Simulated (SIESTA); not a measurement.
## A series of single points on KF

System: KF (2 atoms in the cell).
Method: Kohn-Sham DFT of a periodic cell, PBE, PseudoDojo 0.4 standard NC, numerical atomic orbitals, no spin polarisation (SIESTA 5.4.2).

The 7 runs differ only in the geometry, by an even scaling of the cell at fixed fractional positions. The structure derives from a Materials Project entry.

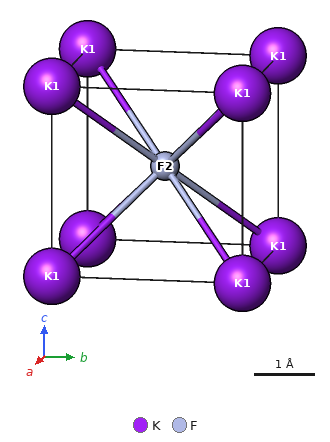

Figure 1. The structure of run 4 (ball-and-stick view of the cell of the calculation, seen slightly off an axis; atoms are numbered from 1 in the order of the input).

### Input of run 4
```
SystemName                      KF
SystemLabel                     KF
NumberOfSpecies                 2
NumberOfAtoms                   2
%block ChemicalSpeciesLabel
  1  19 K
  2   9 F
%endblock ChemicalSpeciesLabel

UseStructFile                   true

%block kgrid.MonkhorstPack
    8   0   0  0.0
    0   8   0  0.0
    0   0   8  0.0
%endblock kgrid.MonkhorstPack
XC.Functional                   GGA
XC.Authors                      PBE
PAO.BasisSize                   DZP
PAO.EnergyShift                 0.002 Ry
Mesh.Cutoff                     800 Ry
OccupationFunction              FD
ElectronicTemperature           0.05 eV
MaxSCFIterations                120
SCF.MustConverge                false
SCF.Mixer.Method                Pulay
SCF.Mixer.Weight                0.25
SCF.Mixer.History               8
SCF.DM.Tolerance                5.0e-05
SCF.H.Tolerance                 1.0e-03 eV
WriteForces                     true
Charge.Mulliken                 end
Charge.Hirshfeld                end
Charge.Voronoi                  end
SaveRho                         true
SaveElectrostaticPotential      true
%block PAO.Basis
  K 4
  n=3 0 1
    4.024
  n=4 0 2
    9.500 0.000
  n=3 1 1
    4.801
  n=4 1 1
    9.500
%endblock PAO.Basis
```

### File KF.STRUCT_IN of run 4
```
   3.2589550000     0.0000000000     0.0000000000
   0.0000000000     3.2589550000     0.0000000000
   0.0000000000     0.0000000000     3.2589550000
2
1  19    0.0000000000     0.0000000000     0.0000000000
2   9    0.5000000000     0.5000000000     0.5000000000
```

Command:
```bash
siesta < KF.fdf > KF.out 2>&1
```

Lattice vectors (Å) and fractional positions of run 4:
```
   3.258955    0.000000    0.000000
   0.000000    3.258955    0.000000
   0.000000    0.000000    3.258955
K   0.000000  0.000000  0.000000
F   0.500000  0.500000  0.500000
```

Run 3 has the same physical settings and fractional positions; its lattice vectors (Å) are:
```
   3.237082    0.000000    0.000000
   0.000000    3.237082    0.000000
   0.000000    0.000000    3.237082
```

### Results, with one run withheld

```tsv
run	volume per atom (Å³)	free energy per atom, from the lowest run given (meV)	pressure (GPa)	gap on the mesh (eV)
1	16.268	16.55	3.77	6.38
2	16.614	9.54	2.74	6.23
3	16.960	?	?	?
4	17.306	1.57	1.06	5.95
5	17.652	0.06	0.36	5.82
6	17.999	0.00	−0.30	5.70
7	18.345	1.27	−0.85	5.58
```

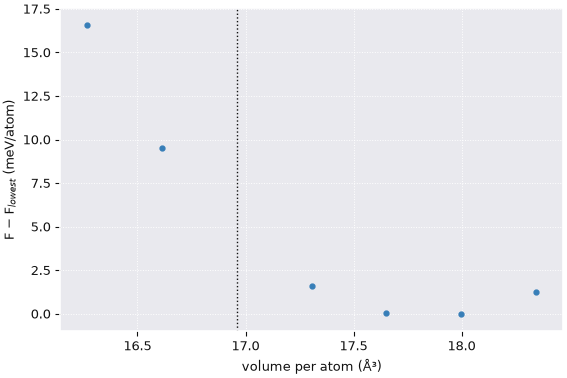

Figure 2. Free energy per atom of the runs given; the dotted line marks run 3.

What should run 3 give?

A cubic polynomial in V^(−2/3) (the Birch–Murnaghan form), fitted to the 6 runs given, misses them by at most 0.03 meV per atom. With x = V^(−2/3) − 0.14928 Å⁻², it reads F = 1.3408 + 1061 x + 1.9381e+05 x² + 7.4429e+05 x³ (meV per atom). At run 3 it gives 4.64 meV per atom, and the run itself gives 4.67. The slope of the fit gives a pressure −dF/dV of 1.84 GPa there, and the run prints 1.82 GPa. The fit has its minimum at 17.834 Å³ per atom, where V d²F/dV² gives 32.2 GPa: the bulk modulus at this level, since symmetry fixes the shape and the positions. The gap on the mesh goes, without turning, from 6.38 eV in run 1 to 5.58 eV in run 7; run 3 has 6.09 eV. These are gaps of this functional on this mesh, which can miss the band edges; they aren't the measured gap.

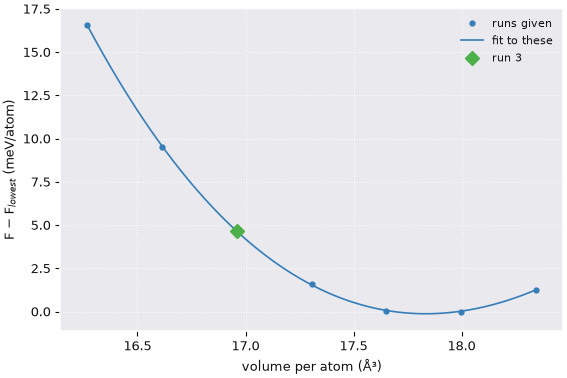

Figure 3. The fit and the withheld run.

### Some lines of the output (run 3)
```
[...]
outcell: Cell volume (Ang**3)        :     33.9204
stepf: Fermi-Dirac step function
siesta: Etot    =     -1489.663460
siesta: FreeEng =     -1489.663460
        iscf     Eharris(eV)        E_KS(eV)     FreeEng(eV)     dDmax    Ef(eV) dHmax(eV)
siesta: E_KS(eV) =            -1491.1233
siesta: E_KS - E_eggbox =     -1491.1233
siesta: Etot    =     -1491.123267
siesta: FreeEng =     -1491.123267
siesta:         Fermi =      -4.087863
siesta: Cell volume =         33.920416 Ang**3
    Orbital volume contribution        =           2.023493 eV
```

Notes: With a small basis of atomic orbitals these values can differ much from converged plane-wave results.
